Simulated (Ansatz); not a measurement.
A series of calculations on Si95C96

Part 1: Relaxation

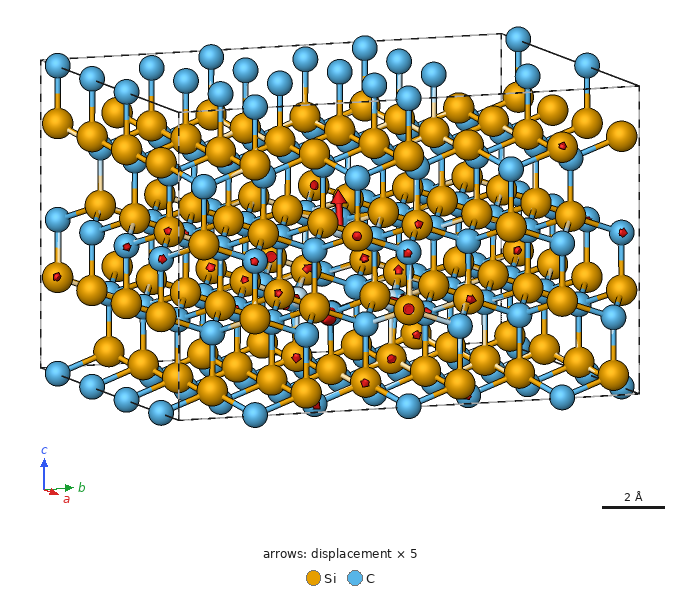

This is a relaxation of a defect cell of composition Si95C96 (cell charge +2). The starting structure is drawn faded, the final one solid; red arrows show the displacements, magnified 5 times.

The picture is a ball-and-stick view of the cell of the calculation (origin shifted), seen slightly off an axis.

Level of theory: Ansatz, DFT, PBEsol, PAW, plane waves. Settings: plane-wave cutoff 420 eV; k-point mesh 1 × 1 × 1; mesh shifted by (0.25, 0.25, 0.25); collinear spin; atoms relaxed in a fixed cell; force threshold 0.03 eV/Å; at most 80 steps.

What did the optimiser do to the structure, and how much energy did it gain?

The energy falls by 3.565 eV per cell of the calculation in 5 geometry steps. The largest force component goes from 1.9 to 0.011 eV/Å. A C atom moves most: 0.25 Å roughly along [−1 0 3]. By element the largest moves are C 0.25 Å, Si 0.08 Å. The cell doesn't change. Some distances before and after: C–Si 1.947 → 1.859 Å, C–Si 1.969 → 1.893 Å, C–Si 1.833 → 1.905 Å, C–Si 1.815 → 1.888 Å. Bond angles that change, for instance: C–Si–C 110.3° → 101.4°, C–Si–C 111.0° → 102.2°, Si–C–Si 107.0° → 115.6°. The program noted that the starting moments weren't kept. The run took 38 s on 1 × NVIDIA GB300 Max-Q with 8 threads of Arm Neoverse-V2, peak memory 2.6 GiB.

Limits of the set-up: the cell is charged, on a uniform background, and energies carry no finite-size correction.

Part 2: Relaxation

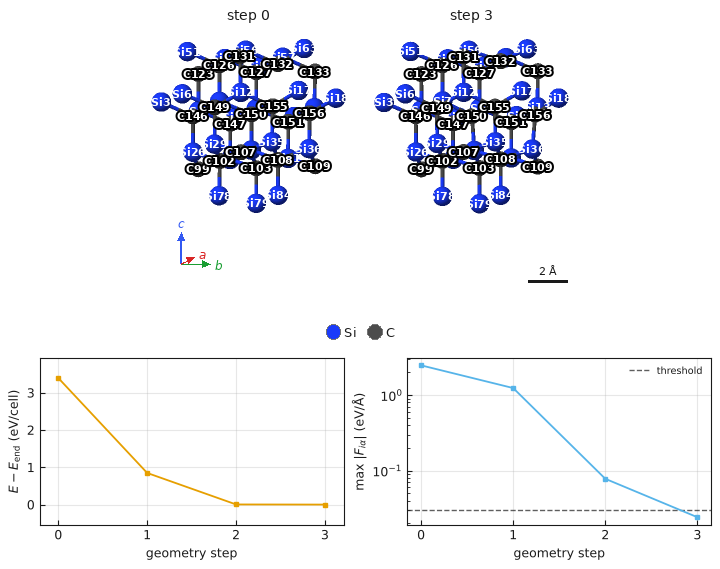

First and last geometry of a relaxation of a defect cell of composition Si95C96 (cell charge −1), with the history of the run. A ball-and-stick model of the atoms within 5.0 Å of the atom that moves most (axes of the cell of the calculation (origin shifted)), seen from a free direction.

All numbers below come from DFT, PBEsol, PAW, plane waves (Ansatz). (plane-wave cutoff 420 eV; k-point mesh 1 × 1 × 1; mesh shifted by (0.25, 0.25, 0.25); collinear spin; atoms relaxed in a fixed cell; force threshold 0.03 eV/Å; at most 80 steps)

### Did the run converge, and what did it change?

It converged. A C atom moves most: 0.20 Å along [−3 −1 −2]. Largest moves by element: C 0.20 Å, Si 0.07 Å. The cell stays as it was. Near-neighbour distances that change, for instance: C–Si 1.947 → 1.835 Å, C–Si 1.920 → 1.831 Å, C–Si 1.899 → 1.830 Å, C–Si 1.833 → 1.901 Å. Among the angles between lasting bonds that change: Si–C–Si 105.7° → 113.8°, Si–C–Si 107.0° → 113.7°, C–Si–C 111.4° → 104.8°. The energy falls by 3.395 eV per cell of the calculation in 3 geometry steps. The largest force component goes from 2.5 to 0.024 eV/Å.

Limits of the set-up: the cell is charged, on a uniform background, and energies carry no finite-size correction.

Part 3: Defect

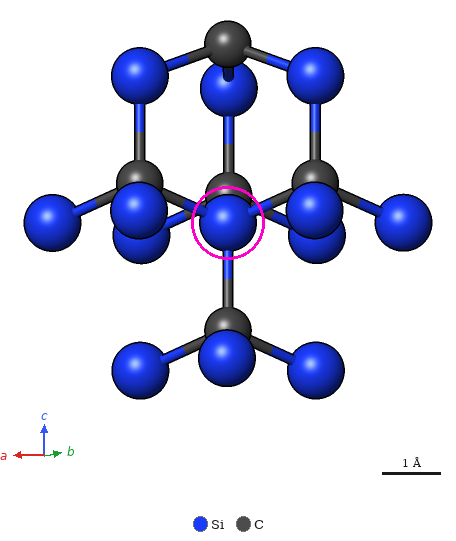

Perfect SiC. The picture is a ball-and-stick view of the atoms within 3.3 Å of one point, seen from a free direction.

All numbers below come from DFT, PBEsol, PAW, plane waves (Ansatz 0.2.0). (plane-wave cutoff 420 eV; k-point mesh 1 × 1 × 1; mesh shifted by (0.25, 0.25, 0.25); collinear spin) Fermi-Dirac smearing of 0.01 eV. A uniform background neutralises the charged cell. The axes drawn are those of the host's conventional cell.

A silicon atom is taken out (a vacancy) at the ringed place, in charge state −1. The supercell has 192 sites, and the atoms are relaxed at the host's cell.

Question: Predict the relaxed surroundings of the defect.

Answer: Around the empty Si site the host had 4 C at 1.88 to 1.90 Å; after relaxation the nearest atoms are 4 C at 2.04 Å. Of the host's atoms, a carbon atom moves furthest from its site, by 0.16 Å. The cell's net moment is 3.00 μB.

The relaxed defect, seen from the same direction:

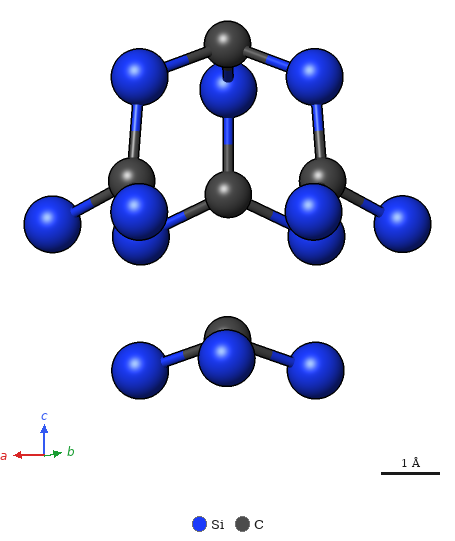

Limits of the set-up: the cell is charged, on a uniform background, and energies carry no finite-size correction.
